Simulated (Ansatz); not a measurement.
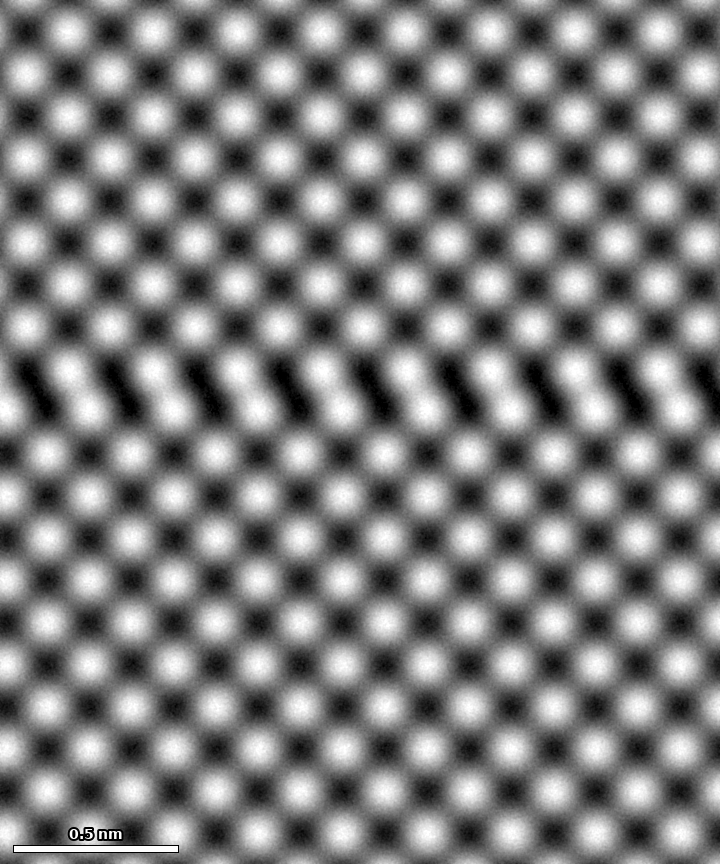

Dark-field STEM-like image of Co (Fd-3m, No. 227) along [001]. The image is simulated as a sum over atoms of Z^1.6, blurred by a 1.30 Å probe (no channelling). The probe carries 15 % of its weight in a tail 2.5 times as wide. The display is stretched by a gamma of 0.8; percentages refer to the linear signal. Shot noise was added.

One planar defect was built into the perfect crystal by geometry alone, without relaxation. Host structure: a calculation's starting geometry; the starting structure was generated, so it need not be a known form of this composition.

Question: Find the planar defect and say what kind it is.

Answer: A planar fault (a stacking fault) runs horizontally about 12 Å below the top edge. The part above it is shifted along the boundary by 1/4 of the 2.58 Å repeat of the rows (0.6 Å to the right, the same as 1.9 Å to the left); both parts keep the same orientation.
